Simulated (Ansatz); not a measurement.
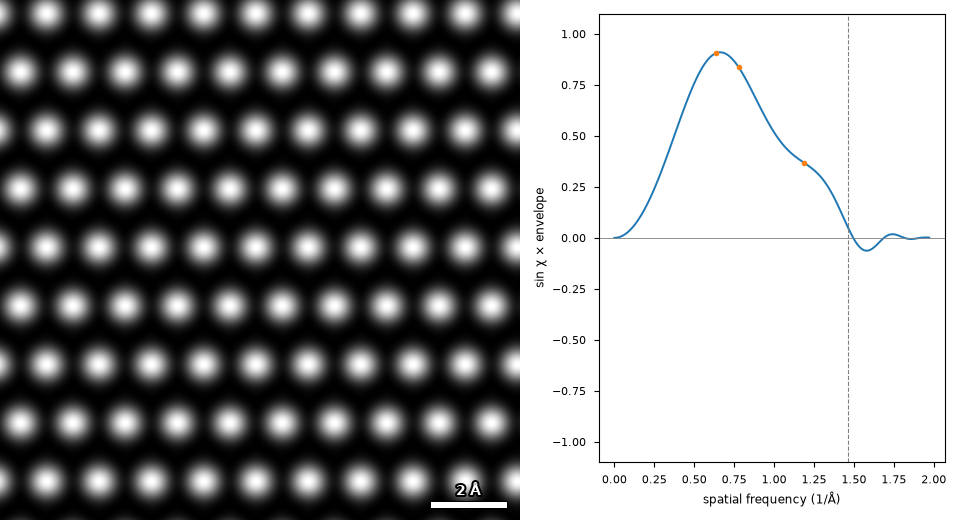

Phase-contrast TEM-like image of Mo (Im-3m, No. 229) along [210]. Simulated in the weak-phase-object approximation with neutral-atom potentials: 300 kV, Cs = −15 µm, defocus +65 Å (negative is underfocus), defocus spread 15 Å, aperture 1.46 1/Å. Atomic positions: the input geometry of a calculation.

The plot gives the contrast transfer function, the aperture (dashed) and the crystal's spatial frequencies that carry visible contrast (dots).

Q: Do the atom columns appear dark or bright, and why?

A: Bright. With negative Cs and overfocus sin χ is positive over the pass band, so the strongest columns (Mo) come out brighter than the background.

Q: What point resolution do these settings give, and which lattice spacings pass?

A: About 0.7 Å (0.66 |Cs|^(1/4) λ^(3/4) with λ = 0.0197 Å). The spacings that carry visible contrast are {200} at 1.58 Å, {211} at 1.29 Å, {321} at 0.84 Å.
